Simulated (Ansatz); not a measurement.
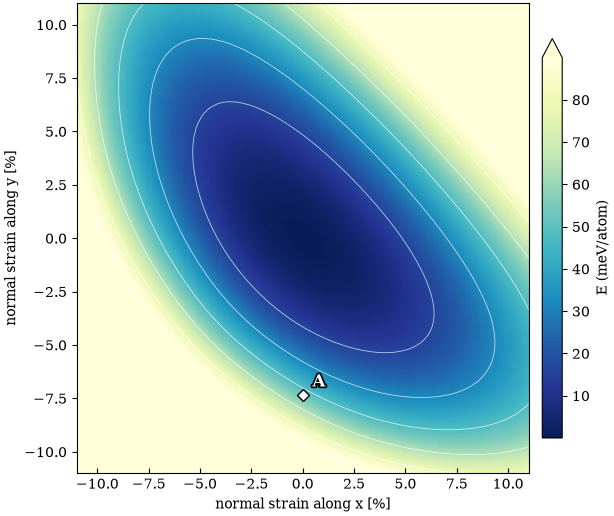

AlNi (P4/mmm, No. 123; 2 atoms in the cell). 
- The energy is mapped over two homogeneous strains.
- First axis: normal strain along x. Second axis: normal strain along y.
- Nothing is relaxed (symmetry fixes all fractional coordinates).
- The grid has 7 × 7 points; 28 points were computed and 21 follow by symmetry.
- Points are written as (first, second).
- Energies are in meV/atom, from the lowest grid point.
- The runs have no spin polarisation; a magnetic state may lie lower.
- Computed with Ansatz, DFT PBE, scalar-relativistic, plane waves, PAW. Settings: cutoff 520 eV, k-mesh 16×16×16, gaussian smearing 0.15 eV, no spin polarisation.

In the figure: a smooth colour map with a few white contour lines, one colour for all values above the top of the scale, the point A. Between grid points the surface is interpolated.

Question: Which way does the force act at A, and how strong is it?

Answer: A, at (0.0 %, −7.3 %), is not a stationary point. The computed force is 8.3 meV/atom for each 1 % towards larger values of normal strain along x and 16 meV/atom for each 1 % towards larger values of normal strain along y.

PAW datasets: the set soft_1.
